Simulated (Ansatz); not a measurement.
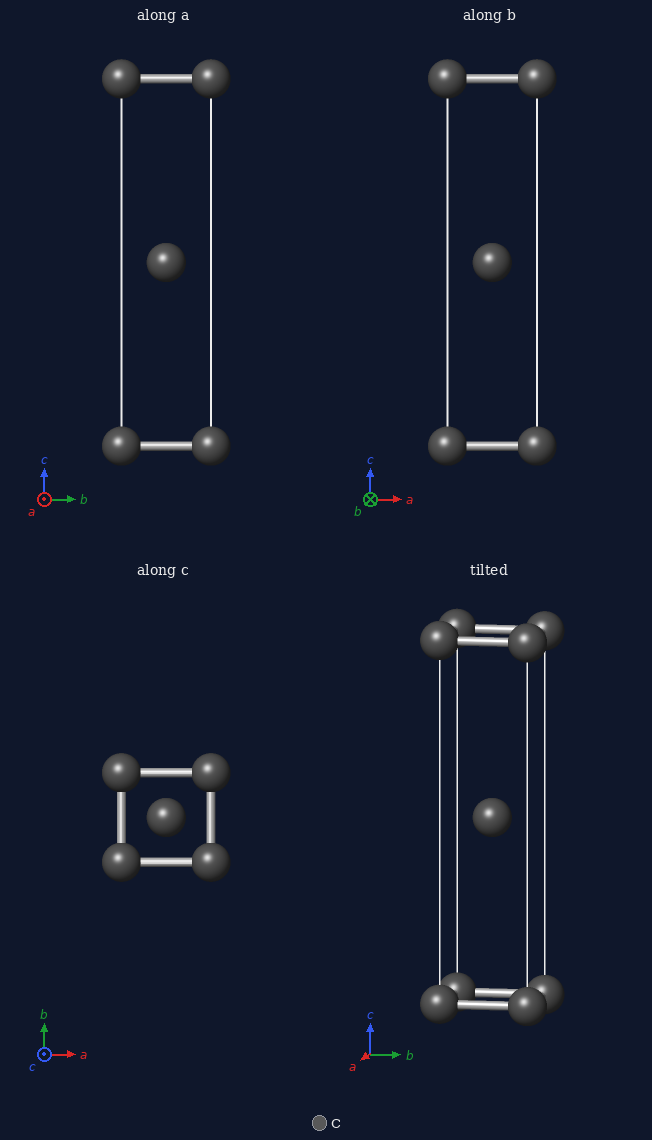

Ball-and-stick representation of a periodic structure, projected along the a axis, along the b axis, along the c axis and slightly off an axis. The edges of the conventional unit cell are marked.

Lattice parameters: a = 1.6163 Å, b = 1.6163 Å, c = 6.6350 Å, α = 90.000°, β = 90.000°, γ = 90.000°.

Q: Give the structure in the form of a CIF in P1 with every atom of the cell.

A:
```cif
data_structure
_symmetry_space_group_name_H-M 'P 1'
_symmetry_Int_Tables_number 1
_cell_length_a 1.6163
_cell_length_b 1.6163
_cell_length_c 6.6350
_cell_angle_alpha 90.000
_cell_angle_beta 90.000
_cell_angle_gamma 90.000
_cell_volume 17.33
loop_
_atom_site_label
_atom_site_type_symbol
_atom_site_fract_x
_atom_site_fract_y
_atom_site_fract_z
_atom_site_occupancy
C1 C 0.0000 0.0000 0.0000 1
C2 C 0.5000 0.5000 0.5000 1
```

The structure was taken from a structure type filled with this element by a generator (whether the element takes this form wasn't checked). The geometry was optimised with DFT PBEsol, scalar-relativistic, plane waves, PAW in Ansatz 0.2.0.
